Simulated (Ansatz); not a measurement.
Geometry relaxation, with input and output: CuO (part 1 of 2)

- system: CuO (4 atoms in the cell)
- method: DFT PBEsol, scalar-relativistic, plane waves, PAW (Ansatz 0.2.0)

The structure derives from a Materials Project entry. The run did not end well. It belongs to a series of runs on one base structure; here: relaxed ecut: 300 eV.

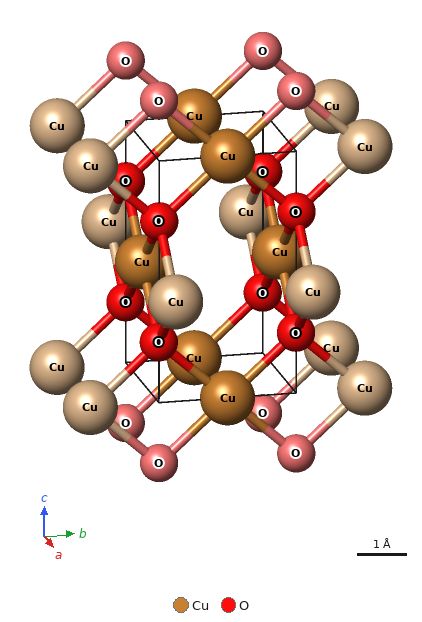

The structure as given in the input (ball-and-stick view of the cell of the calculation, seen at an oblique angle; neighbours outside the cell are drawn fainter). An atom can appear more than once, as a periodic image.

Input file
```yaml
crystal:
  lattice:
    - [2.8795009639, 0.0, 0.0]
    - [0.039072758, 2.8792794796, 0.0]
    - [0.0174953863, 0.0172449008, 5.1763391994]
  atoms:
    - { symbol: Cu, position: [0.5, 0.0, 0.5] }
    - { symbol: Cu, position: [0.0, 0.5, 0.0] }
    - { symbol: O, position: [0.00157603, 0.99832822, 0.2501129] }
    - { symbol: O, position: [0.99842397, 0.00167178, 0.7498871] }
basis:
  ecutwfc: 300
kpoints:
  mp_grid: { grid: [14, 14, 8] }
hamiltonian:
  xc: pbesol
scf:
  occupations: { method: gaussian, width: 0.1 }
output:
  forces: true
  stress: true
  eigenvalues: true
relax:
  adjacent_minimum: "off"
  f_tol: 0.01
  max_steps: 60
  cell: { stress_tol: 0.05 }
```

Run on 1 thread of Intel Xeon (Granite Rapids), 32 GiB of memory available, shared host.

Run as:
```bash
ansatz run input.yaml --threads 1 --pin off --max-ram 2560MiB --backend cpu --events-out ev --progress --plain --runs-dir out
```

Log
```
Warning: basis.ecutwfc = 300 eV is below the records' recommended 420 eV, and the density's cutoff is lower with it unless basis.ecutrho_ratio is high enough to keep the records' density cutoff: compare with a run at a higher cutoff
Engine: ansatz 0.2.0, x86_64-unknown-linux-gnu
Pseudopotentials: kind: paw
Pseudopotential: Cu, paw, valence charge 19, recommended cutoff 420 eV (normal), Cu.paw.azcp
Pseudopotential: O, paw, valence charge 6, recommended cutoff 420 eV (normal), O.paw.azcp
Functional definition: PBEsol
  exchange = pbesol_x
  correlation = pbesol_c
Crystal: 4 atoms, lattice volume = 42.916 Å³
Basis set: ecut = 300 eV, 503 PW (Γ), exchange–correlation on 36×36×60 points (8 copies of the dense FFT grid, shifted against one another)
Bands: 30, of which v1, the nominal top of the filled ones, is band 25 counted from 1 (24 counted from 0)
Symmetry: 2 space group operations
Space group: P-1 (ITA 2), of the structure as read, at distance tolerance 3.5e-5 Å
k-points: 788 of 1568
Non-local potential: Cu, projectors of the file, l = 0: 3, l = 1: 2, l = 2: 3, l = 3: 1
Non-local potential: O, projectors of the file, l = 0: 2, l = 1: 2, l = 2: 1
PAW form: soft (Blöchl's): semilocal exchange-correlation on the pseudo side does not see the compensation charge
PAW frozen core: Cu, regenerated for the run's functional, and the local potential with it (the file was generated under x = pbe(κ = 0.804, μ = 0.2195149727645171), c = pbe(β = 0.06672455060314922))
PAW frozen core: O, regenerated for the run's functional, and the local potential with it (the file was generated under x = pbe(κ = 0.804, μ = 0.2195149727645171), c = pbe(β = 0.06672455060314922))
PAW one-centre angular grid: Cu, 590 points (default); XC on 64 Gauss nodes
PAW one-centre angular grid: O, 110 points (default); XC on 64 Gauss nodes
Initial density: superposition of atomic densities (neutral atoms: chi_scale 0, normalization atom), corrected by the library's trained network
Initial wavefunctions: pseudopotential atomic-orbital guess
Functional: x = pbesol(κ = 0.804, μ = 0.12345679012345678), c = pbesol(β = 0.046)
SCF iter   1: F=—  HF=-14295.208260 eV  |F-HF|=—  |Δ(HF+E_count)|=         —  Δρ=3.26e-2  dr2=2.38e-1  ethr=1.77e-3  ⟨swp⟩=4.8  Hψ=78332  notcnv=0
preconditioner: auto → LDOS  [metal: Δε(μ)=0.006 eV  Ē_g=11.197 eV  σ=0.100 eV  W_gap=0.03  n_scr=16 (ndim 8)  ℏωp=33.1 eV  f_vac=0.040  D(μ)=2.39/eV (n_scr^D=20)  β→1.0]
SCF iter   2: F=—  HF=-14295.543137 eV  |F-HF|=—  |Δ(HF+E_count)|=   3.35e-1  Δρ=8.24e-2  dr2=1.60e0  ethr=4.76e-4  ⟨swp⟩=2.0  Hψ=53247  notcnv=0  defer=337  recentre
SCF iter   3: F=—  HF=-14295.116170 eV  |F-HF|=—  |Δ(HF+E_count)|=   4.27e-1  Δρ=2.37e-2  dr2=1.80e-1  ethr=4.76e-4  ⟨swp⟩=2.1  Hψ=49885  notcnv=0  defer=348
SCF iter   4: F=—  HF=-14295.094301 eV  |F-HF|=—  |Δ(HF+E_count)|=   2.19e-2  Δρ=1.39e-2  dr2=5.10e-2  ethr=3.60e-4  ⟨swp⟩=2.1  Hψ=34996  notcnv=0  defer=347
SCF iter   5: F=—  HF=-14295.086763 eV  |F-HF|=—  |Δ(HF+E_count)|=   7.54e-3  Δρ=3.87e-3  dr2=3.94e-3  ethr=1.02e-4  ⟨swp⟩=2.0  Hψ=30654  notcnv=0  defer=347
SCF iter   6: F=—  HF=-14295.086330 eV  |F-HF|=—  |Δ(HF+E_count)|=   4.33e-4  Δρ=7.08e-4  dr2=1.15e-4  ethr=7.88e-6  ⟨swp⟩=2.0  Hψ=33394  notcnv=0  defer=333
SCF iter   7: F=—  HF=-14295.086391 eV  |F-HF|=—  |Δ(HF+E_count)|=   6.09e-5  Δρ=4.63e-4  dr2=6.91e-5  ethr=2.29e-7  ⟨swp⟩=1.2  Hψ=25199  notcnv=0  defer=333
SCF iter   8: F=—  HF=-14295.086237 eV  |F-HF|=—  |Δ(HF+E_count)|=   1.54e-4  Δρ=1.20e-4  dr2=4.51e-6  ethr=1.38e-7  ⟨swp⟩=1.0  Hψ=23366  notcnv=0  defer=335
SCF iter   9: F=-14295.086238 eV  HF=-14295.086238 eV  |F-HF|=2.73e-9  |Δ(HF+E_count)|=   1.64e-7  Δρ=1.70e-5  dr2=5.89e-8  ethr=2.00e-10  ⟨swp⟩=4.7  Hψ=88792  notcnv=0
SCF 1 converged in 9 iterations: F = -14295.086238 eV  dr2 = 5.89e-8
  greatest PAW one-centre occupation: 1.000 electrons in one spin orbital (limit 2), on the Cu atom at site 1 (counted from 0), in its partial waves of l = 0
relax step   1: F+E_penalty+E_count = -14295.08623765 eV  Δ(F+E_penalty+E_count) = +0.000e0 eV  max|allowed force component| = 8.711e-3 eV/Å  Δτ_max = 0.0000 Å  P = -3.532 GPa  Ω = 42.916 Å³  (9 SCF iters, dr2 threshold 1.00e-7 eV, accepted)
Crystal: 4 atoms, lattice volume = 42.617 Å³
Initial density: handed on by an earlier stage of this run
Initial wavefunctions: those handed on with the density
iter 1 solved again at ethr=2.61e-6 eV; its pass at ethr=3.10e-3 eV (dr2=1.30e-3 eV) is discarded
SCF iter   1: F=—  HF=-14295.166907 eV  |F-HF|=—  |Δ(HF+E_count)|=         —  Δρ=2.23e-3  dr2=1.38e-3  ethr=2.61e-6  ⟨swp⟩=1.0  Hψ=106224  notcnv=0
preconditioner: auto → LDOS  [metal: Δε(μ)=0.003 eV  Ē_g=11.342 eV  σ=0.100 eV  W_gap=0.01  n_scr=16 (ndim 8)  ℏωp=33.2 eV  f_vac=0.036  D(μ)=2.53/eV (n_scr^D=24)  β→1.0]
SCF iter   2: F=—  HF=-14295.167342 eV  |F-HF|=—  |Δ(HF+E_count)|=   4.35e-4  Δρ=3.55e-3  dr2=3.31e-3  ethr=2.61e-6  ⟨swp⟩=2.0  Hψ=41868  notcnv=0  recentre
SCF iter   3: F=—  HF=-14295.166834 eV  |F-HF|=—  |Δ(HF+E_count)|=   5.09e-4  Δρ=2.15e-3  dr2=1.41e-3  ethr=2.61e-6  ⟨swp⟩=2.1  Hψ=34649  notcnv=0
SCF iter   4: F=—  HF=-14295.166717 eV  |F-HF|=—  |Δ(HF+E_count)|=   1.17e-4  Δρ=1.45e-3  dr2=5.13e-4  ethr=2.61e-6  ⟨swp⟩=1.0  Hψ=23645  notcnv=0
SCF iter   5: F=—  HF=-14295.166613 eV  |F-HF|=—  |Δ(HF+E_count)|=   1.04e-4  Δρ=2.34e-4  dr2=1.41e-5  ethr=1.03e-6  ⟨swp⟩=2.0  Hψ=29924  notcnv=0
SCF iter   6: F=—  HF=-14295.166464 eV  |F-HF|=—  |Δ(HF+E_count)|=   1.49e-4  Δρ=3.89e-5  dr2=2.93e-7  ethr=8.00e-10  ⟨swp⟩=3.0  Hψ=89948  notcnv=0
SCF iter   7: F=-14295.166464 eV  HF=-14295.166464 eV  |F-HF|=8.09e-8  |Δ(HF+E_count)|=   1.01e-8  Δρ=1.62e-5  dr2=8.74e-8  ethr=5.85e-10  ⟨swp⟩=2.0  Hψ=81267  notcnv=0
SCF 2 converged in 7 iterations: F = -14295.166464 eV  dr2 = 8.74e-8
relax step   2: F+E_penalty+E_count = -14295.16646432 eV  Δ(F+E_penalty+E_count) = -8.023e-2 eV  max|allowed force component| = 6.793e-3 eV/Å  Δτ_max = 0.0008 Å  P = -0.128 GPa  Ω = 42.617 Å³  energy of the carried Pulay correction = +7.374e-2 eV  (7 SCF iters, dr2 threshold 4.00e-7 eV, accepted)
[... from here on the SCF iterations and repeated set-up lines of each step are left out, up to the last step ...]
SCF 3 converged in 5 iterations: F = -14295.176899 eV  dr2 = 4.02e-8
relax step   3: F+E_penalty+E_count = -14295.17689898 eV  Δ(F+E_penalty+E_count) = -1.043e-2 eV  max|allowed force component| = 6.002e-3 eV/Å  Δτ_max = 0.0004 Å  P = +0.215 GPa  Ω = 42.576 Å³  energy of the carried Pulay correction = +8.413e-2 eV  (5 SCF iters, dr2 threshold 4.00e-7 eV, accepted)
SCF 4 converged in 5 iterations: F = -14295.171176 eV  dr2 = 1.23e-7
relax step   4: F+E_penalty+E_count = -14295.17117627 eV  Δ(F+E_penalty+E_count) = +5.723e-3 eV  max|allowed force component| = 1.697e-3 eV/Å  Δτ_max = 0.0013 Å  P = +0.007 GPa  Ω = 42.599 Å³  energy of the carried Pulay correction = +7.835e-2 eV  (5 SCF iters, dr2 threshold 4.00e-7 eV, accepted)
SCF 5 converged in 10 iterations: F = -14295.095727 eV  dr2 = 1.44e-11
relax step   5: F+E_penalty+E_count = -14295.09572707 eV  Δ(F+E_penalty+E_count) = +7.545e-2 eV  max|allowed force component| = 1.666e-3 eV/Å  Δτ_max = 0.0000 Å  P = -1.896 GPa  Ω = 42.599 Å³  stress off target by 3.32e0 GPa  SCF on the basis re-selected at this cell (its energy is not comparable with the rows above)  (10 SCF iters)
SCF 6 converged in 6 iterations: F = -14295.139964 eV  dr2 = 9.33e-8
relax step   6: F+E_penalty+E_count = -14295.13996433 eV  Δ(F+E_penalty+E_count) = -4.424e-2 eV  max|allowed force component| = 2.150e-3 eV/Å  Δτ_max = 0.0002 Å  P = -0.454 GPa  Ω = 42.428 Å³  energy of the carried Pulay correction = +4.215e-2 eV  (6 SCF iters, dr2 threshold 4.00e-7 eV, accepted)
SCF 7 converged in 5 iterations: F = -14295.155720 eV  dr2 = 1.45e-7
relax step   7: F+E_penalty+E_count = -14295.15571971 eV  Δ(F+E_penalty+E_count) = -1.576e-2 eV  max|allowed force component| = 5.287e-4 eV/Å  Δτ_max = 0.0010 Å  P = -0.008 GPa  Ω = 42.365 Å³  energy of the carried Pulay correction = +5.781e-2 eV  (5 SCF iters, dr2 threshold 4.00e-7 eV, accepted)
SCF 8 converged in 5 iterations: F = -14295.156096 eV  dr2 = 4.02e-9
relax step   8: F+E_penalty+E_count = -14295.15609568 eV  Δ(F+E_penalty+E_count) = -3.760e-4 eV  max|allowed force component| = 3.318e-4 eV/Å  Δτ_max = 0.0002 Å  P = -0.003 GPa  Ω = 42.364 Å³  energy of the carried Pulay correction = +5.818e-2 eV  (5 SCF iters, dr2 threshold 1.17e-8 eV, accepted)
SCF 9 converged in 10 iterations: F = -14295.099212 eV  dr2 = 2.91e-12
relax step   9: F+E_penalty+E_count = -14295.09921171 eV  Δ(F+E_penalty+E_count) = +5.688e-2 eV  max|allowed force component| = 2.055e-4 eV/Å  Δτ_max = 0.0000 Å  P = -0.732 GPa  Ω = 42.364 Å³  stress off target by 1.46e0 GPa  SCF on the basis re-selected at this cell (its energy is not comparable with the rows above)  (10 SCF iters)
SCF 10 converged in 6 iterations: F = -14295.120727 eV  dr2 = 2.92e-8
relax step  10: F+E_penalty+E_count = -14295.12072659 eV  Δ(F+E_penalty+E_count) = -2.151e-2 eV  max|allowed force component| = 1.492e-3 eV/Å  Δτ_max = 0.0008 Å  P = -0.108 GPa  Ω = 42.279 Å³  energy of the carried Pulay correction = +2.106e-2 eV  (6 SCF iters, dr2 threshold 4.00e-7 eV, accepted)
SCF 11 converged in 6 iterations: F = -14295.124538 eV  dr2 = 7.67e-9
relax step  11: F+E_penalty+E_count = -14295.12453760 eV  Δ(F+E_penalty+E_count) = -3.811e-3 eV  max|allowed force component| = 1.504e-4 eV/Å  Δτ_max = 0.0002 Å  P = -0.015 GPa  Ω = 42.264 Å³  energy of the carried Pulay correction = +2.487e-2 eV  (6 SCF iters, dr2 threshold 4.03e-8 eV, accepted)
SCF 12 converged in 10 iterations: F = -14295.101349 eV  dr2 = 9.16e-13
relax step  12: F+E_penalty+E_count = -14295.10134940 eV  Δ(F+E_penalty+E_count) = +2.319e-2 eV  max|allowed force component| = 4.470e-4 eV/Å  Δτ_max = 0.0000 Å  P = -0.216 GPa  Ω = 42.264 Å³  stress off target by 6.06e-1 GPa  SCF on the basis re-selected at this cell (its energy is not comparable with the rows above)  (10 SCF iters)
SCF 13 converged in 5 iterations: F = -14295.108103 eV  dr2 = 2.55e-8
relax step  13: F+E_penalty+E_count = -14295.10810279 eV  Δ(F+E_penalty+E_count) = -6.753e-3 eV  max|allowed force component| = 6.476e-4 eV/Å  Δτ_max = 0.0003 Å  P = +0.008 GPa  Ω = 42.237 Å³  energy of the carried Pulay correction = +6.660e-3 eV  (5 SCF iters, dr2 threshold 4.00e-7 eV, accepted)
SCF 14 converged in 9 iterations: F = -14295.101838 eV  dr2 = 9.72e-12
relax step  14: F+E_penalty+E_count = -14295.10183849 eV  Δ(F+E_penalty+E_count) = +6.264e-3 eV  max|allowed force component| = 7.533e-4 eV/Å  Δτ_max = 0.0000 Å  P = -0.053 GPa  Ω = 42.237 Å³  stress off target by 2.79e-1 GPa  SCF on the basis re-selected at this cell (its energy is not comparable with the rows above)  (9 SCF iters)
SCF 15 converged in 5 iterations: F = -14295.103072 eV  dr2 = 6.49e-8
relax step  15: F+E_penalty+E_count = -14295.10307217 eV  Δ(F+E_penalty+E_count) = -1.234e-3 eV  max|allowed force component| = 7.689e-5 eV/Å  Δτ_max = 0.0002 Å  P = +0.012 GPa  Ω = 42.232 Å³  energy of the carried Pulay correction = +1.200e-3 eV  (5 SCF iters, dr2 threshold 1.95e-7 eV, accepted)
SCF 16 converged in 8 iterations: F = -14295.101194 eV  dr2 = 1.97e-12
relax step  16: F+E_penalty+E_count = -14295.10119392 eV  Δ(F+E_penalty+E_count) = +1.878e-3 eV  max|allowed force component| = 3.429e-4 eV/Å  Δτ_max = 0.0000 Å  P = -0.001 GPa  Ω = 42.232 Å³  stress off target by 1.68e-1 GPa  SCF on the basis re-selected at this cell (its energy is not comparable with the rows above)  (8 SCF iters)
SCF 17 converged in 3 iterations: F = -14295.100386 eV  dr2 = 1.78e-8
relax step  17: F+E_penalty+E_count = -14295.10038634 eV  Δ(F+E_penalty+E_count) = +8.076e-4 eV  max|allowed force component| = 1.198e-4 eV/Å  Δτ_max = 0.0002 Å  P = +0.002 GPa  Ω = 42.235 Å³  energy of the carried Pulay correction = -8.256e-4 eV  (3 SCF iters, dr2 threshold 7.02e-8 eV, accepted)
SCF 18 converged in 5 iterations: F = -14295.100994 eV  dr2 = 2.11e-11
relax step  18: F+E_penalty+E_count = -14295.10099367 eV  Δ(F+E_penalty+E_count) = -6.073e-4 eV  max|allowed force component| = 2.068e-4 eV/Å  Δτ_max = 0.0000 Å  P = +0.007 GPa  Ω = 42.235 Å³  stress off target by 1.42e-1 GPa  SCF on the basis re-selected at this cell (its energy is not comparable with the rows above)  (5 SCF iters)
SCF 19 converged in 3 iterations: F = -14295.100105 eV  dr2 = 1.96e-8
relax step  19: F+E_penalty+E_count = -14295.10010541 eV  Δ(F+E_penalty+E_count) = +8.883e-4 eV  max|allowed force component| = 1.292e-4 eV/Å  Δτ_max = 0.0002 Å  P = +0.001 GPa  Ω = 42.238 Å³  energy of the carried Pulay correction = -8.999e-4 eV  (3 SCF iters, dr2 threshold 5.02e-8 eV, accepted)
SCF 20 converged in 7 iterations: F = -14295.101580 eV  dr2 = 1.40e-11
relax step  20: F+E_penalty+E_count = -14295.10157954 eV  Δ(F+E_penalty+E_count) = -1.474e-3 eV  max|allowed force component| = 1.756e-4 eV/Å  Δτ_max = 0.0000 Å  P = +0.003 GPa  Ω = 42.238 Å³  stress off target by 1.13e-1 GPa  SCF on the basis re-selected at this cell (its energy is not comparable with the rows above)  (7 SCF iters)
SCF 21 converged in 3 iterations: F = -14295.101110 eV  dr2 = 8.74e-9
relax step  21: F+E_penalty+E_count = -14295.10111000 eV  Δ(F+E_penalty+E_count) = +4.695e-4 eV  max|allowed force component| = 1.746e-4 eV/Å  Δτ_max = 0.0003 Å  P = -0.000 GPa  Ω = 42.240 Å³  energy of the carried Pulay correction = -4.781e-4 eV  (3 SCF iters, dr2 threshold 3.18e-8 eV, accepted)
SCF 22 converged in 7 iterations: F = -14295.100877 eV  dr2 = 1.50e-12
relax step  22: F+E_penalty+E_count = -14295.10087703 eV  Δ(F+E_penalty+E_count) = +2.330e-4 eV  max|allowed force component| = 2.836e-4 eV/Å  Δτ_max = 0.0000 Å  P = +0.005 GPa  Ω = 42.240 Å³  stress off target by 1.01e-1 GPa  SCF on the basis re-selected at this cell (its energy is not comparable with the rows above)  (7 SCF iters)
SCF 23 converged in 3 iterations: F = -14295.100389 eV  dr2 = 1.15e-8
relax step  23: F+E_penalty+E_count = -14295.10038892 eV  Δ(F+E_penalty+E_count) = +4.881e-4 eV  max|allowed force component| = 6.763e-5 eV/Å  Δτ_max = 0.0003 Å  P = -0.008 GPa  Ω = 42.242 Å³  energy of the carried Pulay correction = -4.949e-4 eV  (3 SCF iters, dr2 threshold 2.53e-8 eV, accepted)
SCF 24 converged in 6 iterations: F = -14295.100629 eV  dr2 = 2.91e-11
relax step  24: F+E_penalty+E_count = -14295.10062930 eV  Δ(F+E_penalty+E_count) = -2.404e-4 eV  max|allowed force component| = 2.420e-4 eV/Å  Δτ_max = 0.0000 Å  P = +0.007 GPa  Ω = 42.242 Å³  stress off target by 9.16e-2 GPa  SCF on the basis re-selected at this cell (its energy is not comparable with the rows above)  (6 SCF iters)
basis re-selected at this cell: Δ(F+E_penalty+E_count) = -2.404e-4 eV, ΔP = +0.015 GPa vs the last step (what re-selecting the basis moved, of the pressure what is left beyond the Pulay correction that the steps carried, after the strain that the cell walked since its last selection, with what the two solves' SCF thresholds leave and, on support functions, any second-order correction that the steps lacked; it is no measure of the basis error at this ecutwfc). This SCF's stress stands 9.16e-2 GPa from its target on what of the cell is left free (relax.cell.stress_tol is 5.00e-2 GPa) and its largest allowed force component is 2.42e-4 eV/Å (relax.f_tol is 1.00e-2 eV/Å): not within both, so this SCF does not close the relaxation
Crystal: 4 atoms, lattice volume = 42.244 Å³
iter 1 solved again at ethr=2.76e-10 eV; its pass at ethr=3.10e-3 eV (dr2=1.38e-7 eV) is discarded
SCF iter   1: F=—  HF=-14295.100401 eV  |F-HF|=—  |Δ(HF+E_count)|=         —  Δρ=3.10e-5  dr2=8.14e-8  ethr=2.76e-10  ⟨swp⟩=3.2  Hψ=117592  notcnv=0
SCF iter   2: F=—  HF=-14295.100258 eV  |F-HF|=—  |Δ(HF+E_count)|=   1.43e-4  Δρ=1.03e-5  dr2=3.15e-8  ethr=1.63e-10  ⟨swp⟩=2.0  Hψ=37133  notcnv=0
SCF iter   3: F=-14295.100258 eV  HF=-14295.100258 eV  |F-HF|=6.53e-9  |Δ(HF+E_count)|=   6.63e-9  Δρ=4.88e-6  dr2=7.44e-9  ethr=4.20e-11  ⟨swp⟩=3.1  Hψ=66525  notcnv=0
SCF 25 converged in 3 iterations: F = -14295.100258 eV  dr2 = 7.44e-9
relax step  25: F+E_penalty+E_count = -14295.10025775 eV  Δ(F+E_penalty+E_count) = +3.715e-4 eV  max|allowed force component| = 2.360e-5 eV/Å  Δτ_max = 0.0001 Å  P = -0.004 GPa  Ω = 42.244 Å³  energy of the carried Pulay correction = -3.769e-4 eV  (3 SCF iters, dr2 threshold 2.10e-8 eV, accepted)
iter 1 solved again at ethr=6.84e-8 eV; its pass at ethr=3.10e-3 eV (dr2=3.42e-5 eV) is discarded
SCF iter   1: F=—  HF=-14295.100012 eV  |F-HF|=—  |Δ(HF+E_count)|=         —  Δρ=1.13e-3  dr2=1.60e-5  ethr=6.84e-8  ⟨swp⟩=3.0  Hψ=141640  notcnv=0
preconditioner: auto → LDOS  [metal: Δε(μ)=0.004 eV  Ē_g=11.431 eV  σ=0.100 eV  W_gap=0.02  n_scr=16 (ndim 8)  ℏωp=33.3 eV  f_vac=0.034  D(μ)=2.50/eV (n_scr^D=20)  β→1.0]
SCF iter   2: F=—  HF=-14295.101345 eV  |F-HF|=—  |Δ(HF+E_count)|=   1.33e-3  Δρ=9.17e-5  dr2=2.20e-6  ethr=3.19e-8  ⟨swp⟩=2.0  Hψ=32663  notcnv=0
SCF iter   3: F=—  HF=-14295.101348 eV  |F-HF|=—  |Δ(HF+E_count)|=   3.27e-6  Δρ=1.00e-4  dr2=2.17e-6  ethr=4.40e-9  ⟨swp⟩=2.0  Hψ=43422  notcnv=0
```

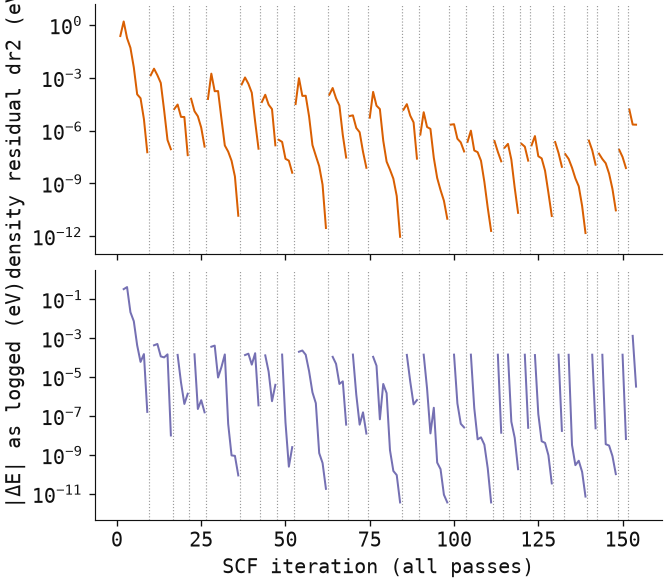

Convergence of the self-consistent field: density residual dr2 and size of the energy change against the SCF iteration. Dotted lines part the SCF passes that the log prints in full.

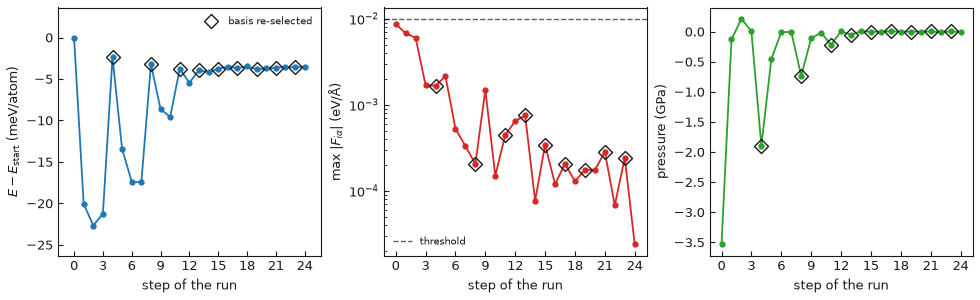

Progress of the relaxation, step by step (the first geometry is step 0 here and step 1 in the log).
